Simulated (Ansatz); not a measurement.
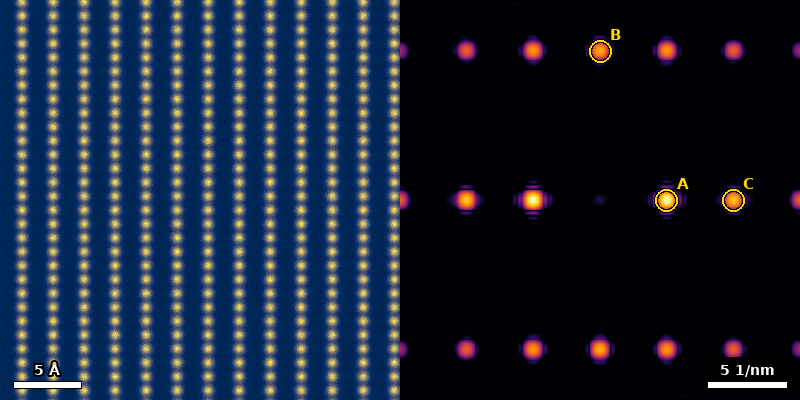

Z-contrast image of Ni (Pm-3m, No. 221) along [210]. Simulation: incoherent imaging, intensity Z^1.7 per atom, probe width 0.61 Å, thin sample. Shot noise was added. Structure used: coordinates from a relaxation with Ansatz, DFT, PBE, plane waves (420 eV) with PAW, scalar-relativistic; the starting structure was generated, so it need not be a known form of this composition.

The right panel is the modulus of the image's Fourier transform on a logarithmic scale.

a = 2.327 Å, b = 2.327 Å, c = 2.327 Å, α = 90.00°, β = 90.00°, γ = 90.00°

### Index the marked spots and give their plane spacings (the zone axis points at the viewer; indices equivalent by symmetry, or all signs reversed, are as good).

A: (001), d = 2.33 Å; B: (1 -2 0), d = 1.04 Å; C: (002), d = 1.16 Å. A and B enclose 90°, and every spot obeys the zone law hu + kv + lw = 0 for [210].
